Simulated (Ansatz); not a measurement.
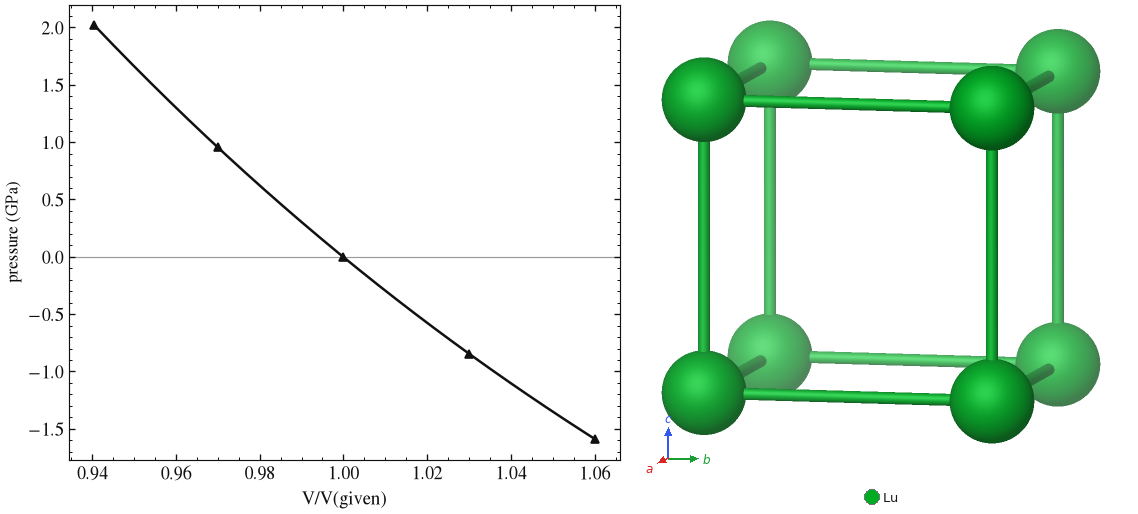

The picture above shows the pressure against V/V(given) for Lu, space group Pm-3m (No. 221). The conventional cell is drawn beside the plot.

Starting cell:
```
Lu
1.0
     3.20283    0.00000    0.00000
     0.00000    3.20283    0.00000
     0.00000    0.00000    3.20283
Lu
1
Direct
  0.00000 0.00000 0.00000
```

Computed with Ansatz 0.2.0: periodic Kohn-Sham DFT of a crystal at fixed atoms, scaled to the stated factor times the given cell; pressure positive in compression. Level: PBE.

```tsv
setting	value
method	frozen-core PAW
relativity	scalar
k mesh	13×13×13
occupations	Fermi–Dirac
smearing width	0.03 eV
wave cutoff	420 eV
PAW set	soft_2
```

V(given) is 32.86 Å³/atom.

Read off the course of the pressure.

It falls from 2.020 GPa at V/V(given) 0.941 to −1.588 GPa at 1.060, and changes sign near 1.000.

What does the calculation give for the volume at zero pressure from a fit of the pressures?

32.9 Å³/atom.

Limits of the calculation: no spin-orbit coupling on heavy atoms.

The computed values:

| V/V(given) | pressure (GPa) |
| --- | --- |
| 0.941 | 2.020 |
| 0.970 | 0.955 |
| 1.000 | −0.002 |
| 1.030 | −0.845 |
| 1.060 | −1.588 |
